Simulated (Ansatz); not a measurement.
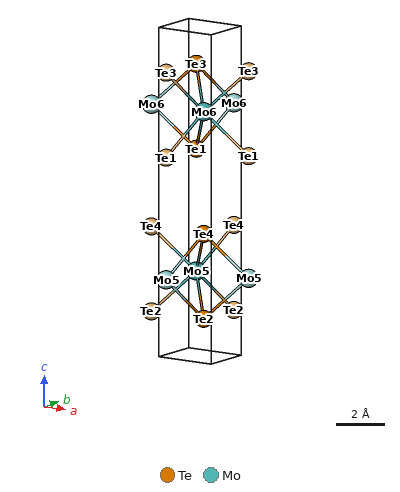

The input geometry of run 1 (ball-and-stick view of the cell of the calculation, seen slightly off an axis; neighbours outside the cell are drawn fainter; atoms are numbered from 1 in the order of the input). Near neighbours in the crystal (not all of them lie inside the picture): Te has 3 Mo at 2.72 Å; Mo has 6 Te at 2.72 Å.

## What a change does: single-point calculation on MoTe₂

System: MoTe₂ (6 atoms in the cell).
Method of run 1: DFT PBE+D3(BJ), scalar-relativistic, plane waves, PAW, no spin polarisation (Ansatz 0.2.0).

The structure derives from an entry of the Crystallography Open Database. Text and figures count atoms from 1; the logs count them from 0 in places.

## The input, run 1
```yaml
crystal:
  lattice:
    - [3.5182, 0.0, 0.0]
    - [-1.7591, 3.0468505756, 0.0]
    - [0.0, 0.0, 13.9736]
  atoms:
    - { symbol: Te, position: [0.3333333333, 0.6666666667, 0.621] }
    - { symbol: Te, position: [0.6666666667, 0.3333333333, 0.121] }
    - { symbol: Te, position: [0.3333333333, 0.6666666667, 0.879] }
    - { symbol: Te, position: [0.6666666667, 0.3333333333, 0.379] }
    - { symbol: Mo, position: [0.3333333333, 0.6666666667, 0.25] }
    - { symbol: Mo, position: [0.6666666667, 0.3333333333, 0.75] }
basis:
  ecutwfc: 420
kpoints:
  mp_grid: { grid: [12, 12, 2] }
hamiltonian:
  xc: pbe
  dispersion: d3bj
scf:
  occupations: { method: gaussian, width: 0.02 }
output:
  forces: true
  stress: true
  eigenvalues: true
  populations: true
```

Launched with:
```bash
ansatz run input.yaml --threads 2 --pin off --max-ram 5120MiB --backend cpu --events-out ev --progress --plain --runs-dir out
```

Hardware: 2 threads of Arm Neoverse V1, 24 GiB of memory available, shared host.

## Output, shortened to warnings, some set-up lines, iterations and results (run 1)
```
Basis set: ecut = 420 eV, 2909 PW (Γ), exchange–correlation on 48×48×192 points (8 copies of the dense FFT grid, shifted against one another)
Symmetry: 24 space group operations
k-points: 38 of 288
Initial density: superposition of atomic densities (neutral atoms: chi_scale 0, normalization atom), corrected by the library's trained network
[...]
SCF iter   1: F=—  HF=-37836.602430 eV  |F-HF|=—  |Δ(HF+E_count)|=         —  Δρ=4.19e-3  dr2=8.78e-3  ethr=1.77e-3  ⟨swp⟩=7.9  Hψ=8352  notcnv=0  defer=3
SCF iter   2: F=—  HF=-37836.610651 eV  |F-HF|=—  |Δ(HF+E_count)|=   8.22e-3  Δρ=2.48e-3  dr2=3.04e-3  ethr=9.54e-6  ⟨swp⟩=2.0  Hψ=3431  notcnv=0  defer=104
SCF iter   3: F=—  HF=-37836.614767 eV  |F-HF|=—  |Δ(HF+E_count)|=   4.12e-3  Δρ=1.01e-3  dr2=2.77e-3  ethr=3.31e-6  ⟨swp⟩=2.0  Hψ=2892  notcnv=0  defer=104
SCF iter   4: F=—  HF=-37836.614921 eV  |F-HF|=—  |Δ(HF+E_count)|=   1.54e-4  Δρ=1.25e-4  dr2=1.93e-5  ethr=3.01e-6  ⟨swp⟩=2.0  Hψ=2395  notcnv=0  defer=104
SCF iter   5: F=—  HF=-37836.615002 eV  |F-HF|=—  |Δ(HF+E_count)|=   8.11e-5  Δρ=5.23e-5  dr2=4.51e-6  ethr=2.10e-8  ⟨swp⟩=2.4  Hψ=3267  notcnv=0  defer=104
SCF iter   6: F=—  HF=-37836.615012 eV  |F-HF|=—  |Δ(HF+E_count)|=   9.86e-6  Δρ=1.30e-5  dr2=3.17e-7  ethr=4.91e-9  ⟨swp⟩=2.0  Hψ=2702  notcnv=0  defer=104
SCF iter   7: F=-37836.615012 eV  HF=-37836.615012 eV  |F-HF|=1.69e-8  |Δ(HF+E_count)|=   3.70e-7  Δρ=4.23e-6  dr2=3.45e-8  ethr=1.09e-10  ⟨swp⟩=10.7  Hψ=8671  notcnv=0
SCF 1 converged in 7 iterations: F = -37836.615012 eV  dr2 = 3.45e-8
SCF converged after 7 iterations
Free energy (F): -37836.615012 eV
Harris-Foulkes:  -37836.615012 eV  (|F-HF|=1.69e-8)
Internal energy: -37836.615012 eV  (E = F + TS)
E sigma→0 (E₀):  -37836.615012 eV
Fermi energy:    12.857328 eV
--- Per-component energies (eV) ---
  E_band       = -1144.059901
  E_kinetic    = 1609.780762
  E_local      = -7394.324335  (includes V_loc(G=0)·N_el)
  E_nonlocal   = -952.599069
  E_hartree    = 4140.464467
  E_xc         = -866.129615
  E_vxc        = -877.432870  (∫ρ·V_xc dr)
  E_paw        = -25053.964572  (= ΣΔE_a)
  E_vpaw       = -1810.418052  (= ΣTr[D̂ρ^β])
  E_aug_tail   = -0.000600  (compensation charges beyond the density's cutoff)
  E_ewald      = -9316.621616
  E_disp       = -3.220435  (pairwise vdW)
  E_smearing   = -0.000000  (= −TS)
  E_closure    = 0.000000  (closes the sum)
  Σ components = -37836.615012   (vs F -37836.615012, Δ=0.00e0)
--- Forces (eV/Å), atoms counted from 1 ---
  atom   1  Te     0.00000000     0.00000000    -0.16637822
  atom   2  Te    -0.00000000    -0.00000000    -0.16637822
  atom   3  Te    -0.00000000     0.00000000     0.16637822
  atom   4  Te    -0.00000000    -0.00000000     0.16637822
  atom   5  Mo     0.00000000     0.00000000     0.00000000
  atom   6  Mo     0.00000000    -0.00000000     0.00000000
  max |Σ_I F_I| component: 9.25e-18 eV/Å
--- Stress (GPa, compression-positive) ---
       -0.754269       0.000000       0.000000
       -0.000000      -0.754269       0.000000
        0.000000       0.000000      -0.077484
  P = ⅓ Tr σ = -0.5287 GPa (-5.287 kbar)
--- Löwdin populations: 6 sites ---
  site symbol       q [e]
     0     Te     15.8708
     1     Te     15.8708
     2     Te     15.8708
     3     Te     15.8708
     4     Mo     14.0619
     5     Mo     14.0619
  spilling = 0.004270 (of n_electrons = 92.000000)
```

The input of run 2 differs as follows (lines with − go, lines with + come):
```diff
-  mp_grid: { grid: [12, 12, 2] }
+  mp_grid: { grid: [12, 11, 3] }
+  max_iter: 50
-  populations: true
```

How does run 2 compare with run 1?

The free energy of run 2 is 0.08 meV per atom lower, which comes mainly from the change of mesh; a solver setting shouldn't move a converged energy. The number of SCF iterations is the same. The irreducible k-points go from 38 to 134. On the same kind of shared host run 2 took about 2.8 times as long.

## Output, shortened to warnings, some set-up lines, iterations and results (run 2)
```
Warning: crystal.symmetry: narrowed to the stabiliser of the k-point mesh — unitary ops 24 → 4; excluded 20 operations that carry a point of the 12×11×3 mesh (shift [0, 0, 0]) off the mesh (the run samples exactly the mesh kpoints.mp_grid names, as under crystal.symmetry.detect: false, and its converged state has the mesh's symmetry, not the crystal's; ε∞, the Born charges and the force constants …
Basis set: ecut = 420 eV, 2909 PW (Γ), exchange–correlation on 48×48×192 points (8 copies of the dense FFT grid, shifted against one another)
Symmetry: 4 space group operations
k-points: 134 of 396
Initial density: superposition of atomic densities (neutral atoms: chi_scale 0, normalization atom), corrected by the library's trained network
[...]
SCF iter   1: F=—  HF=-37836.602906 eV  |F-HF|=—  |Δ(HF+E_count)|=         —  Δρ=4.19e-3  dr2=8.77e-3  ethr=1.77e-3  ⟨swp⟩=7.6  Hψ=29232  notcnv=0  defer=8
SCF iter   2: F=—  HF=-37836.611118 eV  |F-HF|=—  |Δ(HF+E_count)|=   8.21e-3  Δρ=2.47e-3  dr2=3.04e-3  ethr=9.53e-6  ⟨swp⟩=2.0  Hψ=12090  notcnv=0  defer=375
SCF iter   3: F=—  HF=-37836.615234 eV  |F-HF|=—  |Δ(HF+E_count)|=   4.12e-3  Δρ=1.01e-3  dr2=2.78e-3  ethr=3.31e-6  ⟨swp⟩=2.0  Hψ=10176  notcnv=0  defer=241
SCF iter   4: F=—  HF=-37836.615390 eV  |F-HF|=—  |Δ(HF+E_count)|=   1.56e-4  Δρ=1.25e-4  dr2=1.94e-5  ethr=3.02e-6  ⟨swp⟩=2.0  Hψ=8474  notcnv=0  defer=241
SCF iter   5: F=—  HF=-37836.615473 eV  |F-HF|=—  |Δ(HF+E_count)|=   8.30e-5  Δρ=5.28e-5  dr2=4.60e-6  ethr=2.11e-8  ⟨swp⟩=2.3  Hψ=11238  notcnv=0  defer=241
SCF iter   6: F=—  HF=-37836.615483 eV  |F-HF|=—  |Δ(HF+E_count)|=   1.01e-5  Δρ=1.31e-5  dr2=3.25e-7  ethr=5.00e-9  ⟨swp⟩=2.0  Hψ=9533  notcnv=0  defer=241
SCF iter   7: F=-37836.615483 eV  HF=-37836.615483 eV  |F-HF|=1.69e-8  |Δ(HF+E_count)|=   3.74e-7  Δρ=4.28e-6  dr2=3.54e-8  ethr=1.09e-10  ⟨swp⟩=10.4  Hψ=28974  notcnv=0
SCF 1 converged in 7 iterations: F = -37836.615483 eV  dr2 = 3.54e-8
SCF converged after 7 iterations
Free energy (F): -37836.615483 eV
Harris-Foulkes:  -37836.615483 eV  (|F-HF|=1.69e-8)
Internal energy: -37836.615483 eV  (E = F + TS)
E sigma→0 (E₀):  -37836.615483 eV
Fermi energy:    12.847369 eV
--- Per-component energies (eV) ---
  E_band       = -1144.070131
  E_kinetic    = 1609.776815
  E_local      = -7394.311736  (includes V_loc(G=0)·N_el)
  E_nonlocal   = -952.599399
  E_hartree    = 4140.454156
  E_xc         = -866.128587
  E_vxc        = -877.431540  (∫ρ·V_xc dr)
  E_paw        = -25053.964081  (= ΣΔE_a)
  E_vpaw       = -1810.417261  (= ΣTr[D̂ρ^β])
  E_aug_tail   = -0.000600  (compensation charges beyond the density's cutoff)
  E_ewald      = -9316.621616
  E_disp       = -3.220435  (pairwise vdW)
  E_smearing   = -0.000000  (= −TS)
  E_closure    = 0.000000  (closes the sum)
  Σ components = -37836.615483   (vs F -37836.615483, Δ=0.00e0)
--- Forces (eV/Å), atoms counted from 1 ---
  atom   1  Te    -0.00000278    -0.00000120    -0.16684305
  atom   2  Te     0.00000278     0.00000120    -0.16684305
  atom   3  Te    -0.00000278    -0.00000120     0.16684305
  atom   4  Te     0.00000278     0.00000120     0.16684305
  atom   5  Mo    -0.00000915    -0.00000553     0.00000000
  atom   6  Mo     0.00000915     0.00000553     0.00000000
  max |Σ_I F_I| component: 1.69e-21 eV/Å
--- Stress (GPa, compression-positive) ---
       -0.754464       0.000150       0.000000
        0.000150      -0.754810       0.000000
        0.000000       0.000000      -0.084818
  P = ⅓ Tr σ = -0.5314 GPa (-5.314 kbar)
```

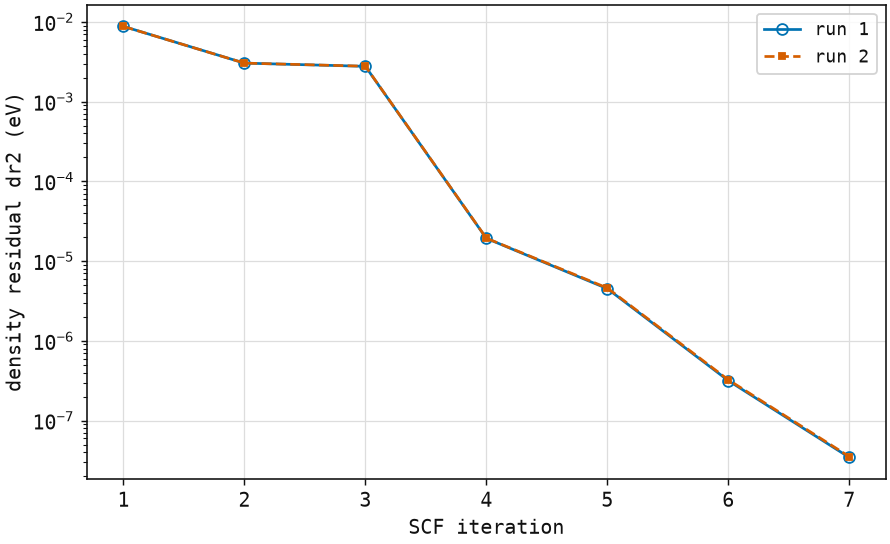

Convergence of the two runs: density residual dr2 against the SCF iteration. Run 1 takes 7 iterations in all, and run 2 takes 7.

## The two runs side by side

| quantity | run 1 | run 2 |
| --- | --- | --- |
| outcome | converged | converged |
| free energy per atom (eV) | −6306.1025 | −6306.1026 |
| gap on the mesh (eV) | 0.76 | 0.74 |
| pressure (GPa) | −0.53 | −0.53 |
| largest force (eV/Å) | 0.166 | 0.167 |
| SCF iterations | 7 | 7 |
| irreducible k-points | 38 | 134 |
| plane waves at Γ | 2909 | 2909 |
| wall time (shared host) | 9.8 s | 27 s |

For run 2: This input holds a deliberate fault: a mesh that breaks the symmetry (`kpoints.mp_grid.grid`). It did no harm here: the run converged to the energy of the sound run within 1 meV per atom. Warnings: the k-point mesh lowers the symmetry that the run can use.
